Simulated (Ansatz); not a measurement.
# Run report: TiAl, geometry relaxation

System: TiAl (Pm-3m, 2 atoms in the cell).
Method: DFT PBE, scalar-relativistic, plane waves, PAW, no spin polarisation (Ansatz 0.2.0).

The structure derives from an entry of the Crystallography Open Database. Figures and captions count atoms from 1; the log counts them from 0 in places.

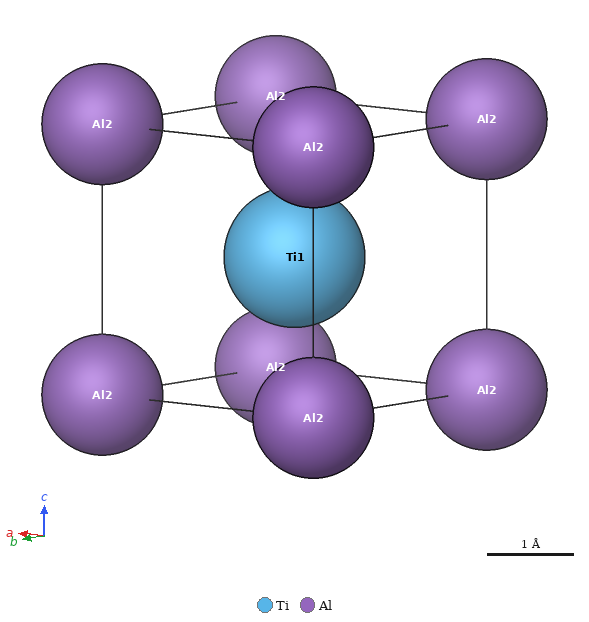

**Figure 1.** The structure as given in the input (spheres-only view of the cell of the calculation, seen at an oblique angle; atoms are numbered from 1 in the order of the input). An atom can appear more than once, as a periodic image.

Key numbers

- outcome: converged
- space group (tolerance 0.01 Å): Pm-3m (221)
- electrons treated: 15
- free energy: −3037.7053 eV
- Fermi energy: 11.373 eV
- gap on the k-point mesh: none (metallic)
- pressure: 0.00 GPa
- final volume: 32.35 Å³
- largest force (length of the vector) at the end: under 0.001 eV/Å
- final cell: a = 3.186 Å, b = 3.186 Å, c = 3.186 Å, α = 90.00°, β = 90.00°, γ = 90.00°
- hardware: 4 threads of Intel Xeon @ 2.50GHz (Skylake/Cascade Lake), 189 GiB of memory available, shared host
- wall time: 17 s (CPU time 28 s)
- peak memory: 0.41 GiB

Input file
```yaml
crystal:
  lattice:
    - [3.1842827064, 0.0, 0.0]
    - [0.0, 3.1842827064, 0.0]
    - [0.0, 0.0, 3.1842827064]
  atoms:
    - { symbol: Ti, position: [0.5, 0.5, 0.5] }
    - { symbol: Al, position: [0.0, 0.0, 0.0] }
basis:
  ecutwfc: 420
kpoints:
  mp_grid: { grid: [14, 14, 14] }
hamiltonian:
  xc: pbe
scf:
  occupations: { method: gaussian, width: 0.1 }
output:
  forces: true
  stress: true
  eigenvalues: true
relax:
  adjacent_minimum: "off"
  f_tol: 0.005
  max_steps: 80
  cell: { stress_tol: 0.05 }
```

Command:
```bash
ansatz run input.yaml --threads 4 --pin off --max-ram 11264MiB --backend cpu --events-out ev --progress --plain --runs-dir out
```

What the program printed
```
Engine: ansatz 0.2.0, x86_64-unknown-linux-gnu
Pseudopotentials: kind: paw
Pseudopotential: Ti, paw, valence charge 12, recommended cutoff 420 eV (normal), Ti.paw.azcp
Pseudopotential: Al, paw, valence charge 3, recommended cutoff 420 eV (normal), Al.paw.azcp
Functional definition: PBE
  parameter kappa = 0.804
  parameter beta = 0.06672455060314922
  exchange = pbe_x(kappa = kappa, mu = beta*pi^2/3)
  correlation = pbe_c(beta = beta)
Crystal: 2 atoms, lattice volume = 32.288 Å³
Basis set: ecut = 420 eV, 619 PW (Γ), exchange–correlation on 48×48×48 points (8 copies of the dense FFT grid, shifted against one another)
Bands: 12, of which v1, the nominal top of the filled ones, is band 8 counted from 1 (7 counted from 0)
Symmetry: 48 space group operations
Space group: Pm-3m (ITA 221), of the structure as read, at distance tolerance 3.2e-5 Å
k-points: 120 of 2744
Non-local potential: Ti, projectors of the file, l = 0: 3, l = 1: 2, l = 2: 3, l = 3: 1
Non-local potential: Al, projectors of the file, l = 0: 2, l = 1: 2, l = 2: 1
PAW form: soft (Blöchl's): semilocal exchange-correlation on the pseudo side does not see the compensation charge
PAW one-centre angular grid: Ti, 590 points (default); XC on 64 Gauss nodes
PAW one-centre angular grid: Al, 110 points (default); XC on 64 Gauss nodes
Initial density: superposition of atomic densities (neutral atoms: chi_scale 0, normalization atom), corrected by the library's trained network
Initial wavefunctions: pseudopotential atomic-orbital guess
Functional: x = pbe(κ = 0.804, μ = 0.2195149727645171), c = pbe(β = 0.06672455060314922)
SCF iter   1: F=—  HF=-3037.710335 eV  |F-HF|=—  |Δ(HF+E_count)|=         —  Δρ=7.20e-3  dr2=2.23e-2  ethr=1.77e-3  ⟨swp⟩=5.0  Hψ=7334  notcnv=0
preconditioner: auto → none  [metal: Δε(μ)=0.007 eV  Ē_g=5.264 eV  σ=0.100 eV  W_gap=0.04  n_scr=6 (ndim 8)  ℏωp=17.3 eV  f_vac=0.000  D(μ)=2.48/eV (n_scr^D=26)  sad-step TF]
SCF iter   2: F=—  HF=-3037.707699 eV  |F-HF|=—  |Δ(HF+E_count)|=   2.64e-3  Δρ=4.59e-3  dr2=1.06e-2  ethr=1.49e-4  ⟨swp⟩=1.0  Hψ=2400  notcnv=0
SCF iter   3: F=—  HF=-3037.705270 eV  |F-HF|=—  |Δ(HF+E_count)|=   2.43e-3  Δρ=4.46e-4  dr2=2.41e-5  ethr=7.04e-5  ⟨swp⟩=2.1  Hψ=1687  notcnv=0  defer=1
SCF iter   4: F=—  HF=-3037.705264 eV  |F-HF|=—  |Δ(HF+E_count)|=   6.30e-6  Δρ=1.33e-4  dr2=4.58e-6  ethr=1.61e-7  ⟨swp⟩=2.4  Hψ=2206  notcnv=0  defer=1
iter 5 did not close the SCF: its close was put off for the readings that it lacked (scf_convergence_deferred on its scf_iter line)
SCF iter   5: F=-3037.705263 eV  HF=-3037.705263 eV  |F-HF|=2.99e-9  |Δ(HF+E_count)|=   1.12e-6  Δρ=7.48e-6  dr2=7.58e-9  ethr=3.06e-8  ⟨swp⟩=3.0  Hψ=2350  notcnv=0  defer=1
SCF iter   6: F=-3037.705263 eV  HF=-3037.705263 eV  |F-HF|=9.09e-11  |Δ(HF+E_count)|=   5.63e-9  Δρ=8.57e-7  dr2=6.15e-11  ethr=5.06e-11  ⟨swp⟩=2.6  Hψ=4586  notcnv=0
the search or the solves at the SCF's close seem to have found levels that the self-consistency loop had missed (the run counts 1). By its estimate they hold under 1e-12 electrons; where the run keeps them, the occupations were computed again with them
SCF 1 converged in 6 iterations: F = -3037.705263 eV  dr2 = 6.15e-11
  greatest PAW one-centre occupation: 0.999 electrons in one spin orbital (limit 2), on the Ti atom at site 0 (counted from 0), in its partial waves of l = 0
relax step   1: F+E_penalty+E_count = -3037.70526280 eV  Δ(F+E_penalty+E_count) = +0.000e0 eV  max|allowed force component| = 8.546e-30 eV/Å  Δτ_max = 0.0000 Å  P = +0.213 GPa  Ω = 32.288 Å³  (6 SCF iters, dr2 threshold 1.00e-7 eV, accepted)
Crystal: 2 atoms, lattice volume = 32.381 Å³
Initial density: handed on by an earlier stage of this run
Initial wavefunctions: those handed on with the density
iter 1 solved again at ethr=1.94e-8 eV; its pass at ethr=3.10e-3 eV (dr2=2.91e-6 eV) is discarded
SCF iter   1: F=—  HF=-3037.705296 eV  |F-HF|=—  |Δ(HF+E_count)|=         —  Δρ=1.13e-4  dr2=4.16e-6  ethr=1.94e-8  ⟨swp⟩=2.0  Hψ=8930  notcnv=0
preconditioner: auto → none  [metal: Δε(μ)=0.014 eV  Ē_g=5.307 eV  σ=0.100 eV  W_gap=0.08  n_scr=6 (ndim 8)  ℏωp=17.3 eV  f_vac=0.000  D(μ)=2.46/eV (n_scr^D=26)]
SCF iter   2: F=—  HF=-3037.705272 eV  |F-HF|=—  |Δ(HF+E_count)|=   2.43e-5  Δρ=4.57e-5  dr2=5.46e-7  ethr=1.94e-8  ⟨swp⟩=2.3  Hψ=1815  notcnv=0
iter 3 did not close the SCF: its close was put off for the readings that it lacked (scf_convergence_deferred on its scf_iter line)
SCF iter   3: F=-3037.705272 eV  HF=-3037.705272 eV  |F-HF|=3.99e-9  |Δ(HF+E_count)|=   2.60e-7  Δρ=6.30e-6  dr2=8.51e-9  ethr=3.64e-9  ⟨swp⟩=2.0  Hψ=1688  notcnv=0
iter 4 did not close the SCF: its close was put off for the readings that it lacked (scf_convergence_deferred on its scf_iter line)
SCF iter   4: F=-3037.705272 eV  HF=-3037.705272 eV  |F-HF|=4.73e-11  |Δ(HF+E_count)|=  9.43e-10  Δρ=9.22e-7  dr2=1.23e-10  ethr=5.67e-11  ⟨swp⟩=2.5  Hψ=2046  notcnv=0
iter 5 did not close the SCF: its close was put off for the readings that it lacked (scf_convergence_deferred on its scf_iter line)
SCF iter   5: F=-3037.705272 eV  HF=-3037.705272 eV  |F-HF|=0.00e0  |Δ(HF+E_count)|=  5.28e-11  Δρ=6.97e-8  dr2=6.81e-13  ethr=1.00e-12  ⟨swp⟩=1.7  Hψ=1755  notcnv=0
SCF iter   6: F=-3037.705272 eV  HF=-3037.705272 eV  |F-HF|=1.36e-12  |Δ(HF+E_count)|=  9.09e-13  Δρ=1.21e-8  dr2=2.65e-14  ethr=1.00e-12  ⟨swp⟩=1.0  Hψ=3360  notcnv=0
SCF 2 converged in 6 iterations: F = -3037.705272 eV  dr2 = 2.65e-14
relax step   2: F+E_penalty+E_count = -3037.70527191 eV  Δ(F+E_penalty+E_count) = -9.108e-6 eV  max|allowed force component| = 2.991e-29 eV/Å  Δτ_max = 0.0000 Å  P = -0.109 GPa  Ω = 32.381 Å³  energy of the carried Pulay correction = -2.098e-5 eV  (6 SCF iters, dr2 threshold 1.14e-7 eV, accepted)
Crystal: 2 atoms, lattice volume = 32.349 Å³
iter 1 solved again at ethr=2.17e-9 eV; its pass at ethr=3.10e-3 eV (dr2=3.25e-7 eV) is discarded
SCF iter   1: F=—  HF=-3037.705313 eV  |F-HF|=—  |Δ(HF+E_count)|=         —  Δρ=3.76e-5  dr2=4.55e-7  ethr=2.17e-9  ⟨swp⟩=2.0  Hψ=8930  notcnv=0
preconditioner: auto → none  [metal: Δε(μ)=0.014 eV  Ē_g=5.312 eV  σ=0.100 eV  W_gap=0.08  n_scr=6 (ndim 8)  ℏωp=17.3 eV  f_vac=0.000  D(μ)=2.45/eV (n_scr^D=26)]
SCF iter   2: F=—  HF=-3037.705290 eV  |F-HF|=—  |Δ(HF+E_count)|=   2.31e-5  Δρ=1.55e-5  dr2=6.31e-8  ethr=2.17e-9  ⟨swp⟩=2.0  Hψ=1862  notcnv=0
iter 3 did not close the SCF: its close was put off for the readings that it lacked (scf_convergence_deferred on its scf_iter line)
SCF iter   3: F=-3037.705290 eV  HF=-3037.705290 eV  |F-HF|=1.29e-10  |Δ(HF+E_count)|=   2.94e-8  Δρ=2.02e-6  dr2=9.18e-10  ethr=4.21e-10  ⟨swp⟩=2.2  Hψ=1700  notcnv=0
iter 4 did not close the SCF: its close was put off for the readings that it lacked (scf_convergence_deferred on its scf_iter line)
SCF iter   4: F=-3037.705290 eV  HF=-3037.705290 eV  |F-HF|=2.73e-12  |Δ(HF+E_count)|=  8.28e-11  Δρ=2.50e-7  dr2=9.84e-12  ethr=6.12e-12  ⟨swp⟩=2.7  Hψ=1925  notcnv=0
iter 5 did not close the SCF: its close was put off for the readings that it lacked (scf_convergence_deferred on its scf_iter line)
SCF iter   5: F=-3037.705290 eV  HF=-3037.705290 eV  |F-HF|=4.55e-13  |Δ(HF+E_count)|=  4.55e-12  Δρ=4.09e-8  dr2=3.70e-13  ethr=1.00e-12  ⟨swp⟩=1.0  Hψ=1440  notcnv=0
iter 6 did not close the SCF: its close was put off for the readings that it lacked (scf_convergence_deferred on its scf_iter line)
SCF iter   6: F=-3037.705290 eV  HF=-3037.705290 eV  |F-HF|=4.55e-13  |Δ(HF+E_count)|=    0.00e0  Δρ=9.85e-9  dr2=3.63e-14  ethr=1.00e-12  ⟨swp⟩=1.0  Hψ=1440  notcnv=0
SCF iter   7: F=-3037.705290 eV  HF=-3037.705290 eV  |F-HF|=4.55e-13  |Δ(HF+E_count)|=    0.00e0  Δρ=6.90e-10  dr2=4.37e-17  ethr=1.00e-12  ⟨swp⟩=1.0  Hψ=3360  notcnv=0
SCF 3 converged in 7 iterations: F = -3037.705290 eV  dr2 = 4.37e-17
relax step   3: F+E_penalty+E_count = -3037.70528974 eV  Δ(F+E_penalty+E_count) = -1.784e-5 eV  max|allowed force component| = 5.243e-30 eV/Å  Δτ_max = 0.0000 Å  P = -0.000 GPa  Ω = 32.349 Å³  energy of the carried Pulay correction = -1.388e-5 eV  (7 SCF iters, dr2 threshold 2.96e-8 eV, accepted)
Initial wavefunctions: pseudopotential atomic-orbital guess (no wavefunctions were taken with the density)
iter 1 solved again at ethr=4.28e-10 eV; its pass at ethr=3.10e-3 eV (dr2=6.42e-8 eV) is discarded
SCF iter   1: F=—  HF=-3037.705325 eV  |F-HF|=—  |Δ(HF+E_count)|=         —  Δρ=2.59e-6  dr2=2.11e-9  ethr=4.28e-10  ⟨swp⟩=3.1  Hψ=11965  notcnv=0
SCF iter   2: F=—  HF=-3037.705302 eV  |F-HF|=—  |Δ(HF+E_count)|=   2.30e-5  Δρ=1.60e-6  dr2=1.08e-9  ethr=1.41e-11  ⟨swp⟩=2.2  Hψ=2394  notcnv=0
SCF iter   3: F=—  HF=-3037.705302 eV  |F-HF|=—  |Δ(HF+E_count)|=  1.38e-10  Δρ=1.05e-6  dr2=4.02e-10  ethr=7.19e-12  ⟨swp⟩=1.0  Hψ=1442  notcnv=0
SCF iter   4: F=—  HF=-3037.705302 eV  |F-HF|=—  |Δ(HF+E_count)|=  2.96e-11  Δρ=2.96e-7  dr2=4.76e-11  ethr=2.68e-12  ⟨swp⟩=2.0  Hψ=1857  notcnv=0
iter 5 did not close the SCF: its close was put off for the readings that it lacked (scf_convergence_deferred on its scf_iter line)
SCF iter   5: F=-3037.705302 eV  HF=-3037.705302 eV  |F-HF|=1.27e-11  |Δ(HF+E_count)|=  6.82e-12  Δρ=1.84e-7  dr2=1.75e-11  ethr=1.00e-12  ⟨swp⟩=1.0  Hψ=1440  notcnv=0
iter 6 did not close the SCF: its close was put off for the readings that it lacked (scf_convergence_deferred on its scf_iter line)
SCF iter   6: F=-3037.705302 eV  HF=-3037.705302 eV  |F-HF|=2.73e-12  |Δ(HF+E_count)|=  1.82e-12  Δρ=7.77e-8  dr2=2.95e-12  ethr=1.00e-12  ⟨swp⟩=1.0  Hψ=1440  notcnv=0
iter 7 did not close the SCF: its close was put off for the readings that it lacked (scf_convergence_deferred on its scf_iter line)
SCF iter   7: F=-3037.705302 eV  HF=-3037.705302 eV  |F-HF|=9.09e-13  |Δ(HF+E_count)|=    0.00e0  Δρ=2.93e-8  dr2=4.08e-13  ethr=1.00e-12  ⟨swp⟩=1.0  Hψ=1440  notcnv=0
iter 8 did not close the SCF: its close was put off for the readings that it lacked (scf_convergence_deferred on its scf_iter line)
SCF iter   8: F=-3037.705302 eV  HF=-3037.705302 eV  |F-HF|=9.09e-13  |Δ(HF+E_count)|=  1.36e-12  Δρ=9.11e-9  dr2=3.95e-14  ethr=1.00e-12  ⟨swp⟩=1.0  Hψ=1440  notcnv=0
SCF iter   9: F=-3037.705302 eV  HF=-3037.705302 eV  |F-HF|=1.82e-12  |Δ(HF+E_count)|=  1.36e-12  Δρ=1.33e-9  dr2=7.90e-16  ethr=1.00e-12  ⟨swp⟩=2.1  Hψ=3787  notcnv=0
SCF 4 converged in 9 iterations: F = -3037.705302 eV  dr2 = 7.90e-16
relax step   4: F+E_penalty+E_count = -3037.70530232 eV  Δ(F+E_penalty+E_count) = -1.257e-5 eV  max|allowed force component| = 4.240e-30 eV/Å  Δτ_max = 0.0000 Å  P = +0.000 GPa  Ω = 32.349 Å³  stress off target by 2.42e-4 GPa  SCF on the basis re-selected at this cell (its energy is not comparable with the rows above)  (9 SCF iters)
```

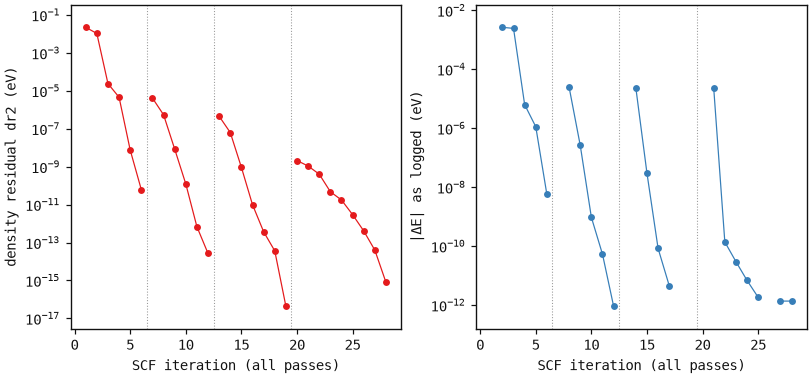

**Figure 2.** Convergence of the self-consistent field: density residual dr2 and size of the energy change against the SCF iteration. The dotted lines part the SCF passes of the relaxation: geometry steps, rejected trials and re-solves on a re-selected basis. The passes take 6, 6, 7 and 9 iterations.

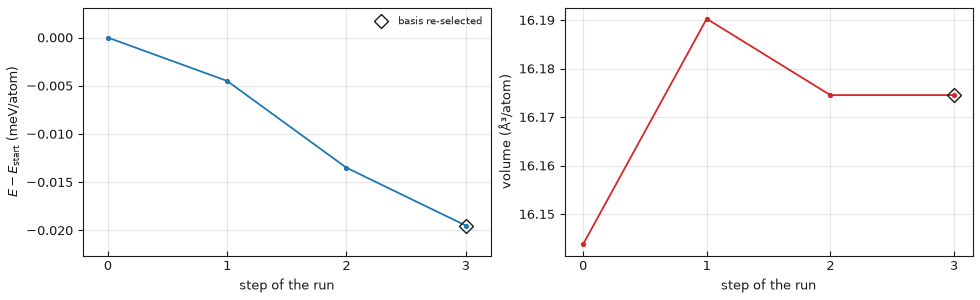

**Figure 3.** Progress of the relaxation, step by step (the first geometry is step 0 here and step 1 in the log). The atoms keep their places relative to the cell (all moves are under 0.005 Å). The volume changes by +0.2 %, with a = b = c 3.184 → 3.186 Å (+0.1 %). The space group stays Pm-3m (No. 221). Over 2 geometry steps the energy falls by next to nothing (0.0 meV per atom). All forces vanish by symmetry, so only the cell relaxes. The pressure goes from 0.21 to 0.00 GPa. A last SCF at the same geometry on a re-selected plane-wave basis shifts the energy by next to nothing (0.0 meV per atom).

```
basis re-selected at this cell: Δ(F+E_penalty+E_count) = -1.257e-5 eV, ΔP = +0.001 GPa vs the last step (what re-selecting the basis moved, of the pressure what is left beyond the Pulay correction that the steps carried, after the strain that the cell walked since its last selection, with what the two solves' SCF thresholds leave and, on support functions, any second-order correction that the steps lacked; it is no measure of the basis error at this ecutwfc). This SCF's stress stands 2.42e-4 GPa from its target on what of the cell is left free (relax.cell.stress_tol is 5.00e-2 GPa) and its largest allowed force component is 4.24e-30 eV/Å (relax.f_tol is 5.00e-3 eV/Å): within both
SCF converged after 9 iterations
Free energy (F): -3037.705302 eV
Harris-Foulkes:  -3037.705302 eV  (|F-HF|=1.82e-12)
Internal energy: -3037.693028 eV  (E = F + TS)
E sigma→0 (E₀):  -3037.699165 eV
Entropy (-TS):   -0.012274 eV (-6.137 meV/atom)
Fermi energy:    11.373385 eV
--- Per-component energies (eV) ---
  E_band       = -163.772464
  E_kinetic    = 296.311067
  E_local      = -1024.778251  (includes V_loc(G=0)·N_el)
  E_nonlocal   = 19.278237
  E_hartree    = 436.131613
  E_xc         = -137.682866
  E_vxc        = -151.530688  (∫ρ·V_xc dr)
  E_paw        = -1515.570083  (= ΣΔE_a)
  E_vpaw       = -175.316177  (= ΣTr[D̂ρ^β])
  E_aug_tail   = 0.000123  (compensation charges beyond the density's cutoff)
  E_ewald      = -1111.382868
  E_smearing   = -0.012274  (= −TS)
  E_closure    = -0.000000  (closes the sum)
  Σ components = -3037.705302   (vs F -3037.705302, Δ=0.00e0)
--- Forces (eV/Å), atoms counted from 1 ---
  atom   1  Ti    -0.00000000    -0.00000000     0.00000000
  atom   2  Al     0.00000000     0.00000000     0.00000000
  max |Σ_I F_I| component: 8.35e-30 eV/Å
--- Stress (GPa, compression-positive) ---
        0.000242      -0.000000      -0.000000
       -0.000000       0.000242       0.000000
       -0.000000       0.000000       0.000242
  P = ⅓ Tr σ = 0.0002 GPa (0.002 kbar)
--- Band table (eV; the first three rows and the last of 120) ---
  k-point 0: bands = ["-45.5195", "-21.7296", "-21.7296", "-21.7296", "2.1196", "9.9363", "9.9363", "13.1569", "13.1569", "13.1569", "15.7424", "15.7424"]
  k-point 1: bands = ["-45.5188", "-21.7379", "-21.7288", "-21.7288", "2.2007", "9.8947", "9.9727", "13.0146", "13.0146", "13.1666", "15.3934", "15.9440"]
  k-point 2: bands = ["-45.5168", "-21.7613", "-21.7268", "-21.7268", "2.4414", "9.7223", "10.0778", "12.6878", "12.6878", "13.1940", "14.7221", "16.4509"]
  k-point 119: bands = ["-45.4776", "-21.8526", "-21.8526", "-21.8526", "8.2928", "8.2928", "8.2928", "11.9518", "14.1346", "14.1346", "14.2488", "14.2488"]
--- Relaxed structure (3 steps of the walk, 3 accepted, 1 SCFs on fresh bases) ---
  F+E_penalty+E_count = -3037.70530232 eV   max|allowed force component| = 4.240e-30 eV/Å   (the final SCF, on the basis selected at the relaxed cell)
  cell:  # Å, volume = 32.3490 Å³
    - [3.186303682565866, 3.209883240645393e-35, 0.0]
    - [3.2098832406453934e-35, 3.186303682565866, 0.0]
    - [1.6049416203226965e-35, 0.0, 3.186303682565866]
  atoms:
    - { symbol: Ti, position: [0.5, 0.5, 0.5] }
    - { symbol: Al, position: [4.158163576689885e-35, -1.0314075660305794e-47, -2.2920168134012876e-48] }
```

Trajectory as extended XYZ (Å, eV, eV/Å), 4 frames, from step=1 to step=4
```
2
Lattice="3.1843 0.0000 0.0000 0.0000 3.1843 0.0000 0.0000 0.0000 3.1843" Properties=species:S:1:pos:R:3:forces:R:3 step=1 energy=-3037.70526 pressure_GPa=0.21
Ti    1.5921    1.5921    1.5921    0.0000   0.0000   0.0000
Al    0.0000    0.0000    0.0000    0.0000   0.0000   0.0000
2
Lattice="3.1873 0.0000 0.0000 0.0000 3.1873 0.0000 0.0000 0.0000 3.1873" Properties=species:S:1:pos:R:3:forces:R:3 step=2 energy=-3037.70527 pressure_GPa=-0.11
Ti    1.5937    1.5937    1.5937    0.0000   0.0000   0.0000
Al    0.0000    0.0000    0.0000    0.0000   0.0000   0.0000
2
Lattice="3.1863 0.0000 0.0000 0.0000 3.1863 0.0000 0.0000 0.0000 3.1863" Properties=species:S:1:pos:R:3:forces:R:3 step=3 energy=-3037.70529 pressure_GPa=-0.00
Ti    1.5932    1.5932    1.5932    0.0000   0.0000   0.0000
Al    0.0000    0.0000    0.0000    0.0000   0.0000   0.0000
2
Lattice="3.1863 0.0000 0.0000 0.0000 3.1863 0.0000 0.0000 0.0000 3.1863" Properties=species:S:1:pos:R:3:forces:R:3 step=4 energy=-3037.70530 pressure_GPa=0.00
Ti    1.5932    1.5932    1.5932    0.0000   0.0000   0.0000
Al    0.0000    0.0000    0.0000    0.0000   0.0000   0.0000
```
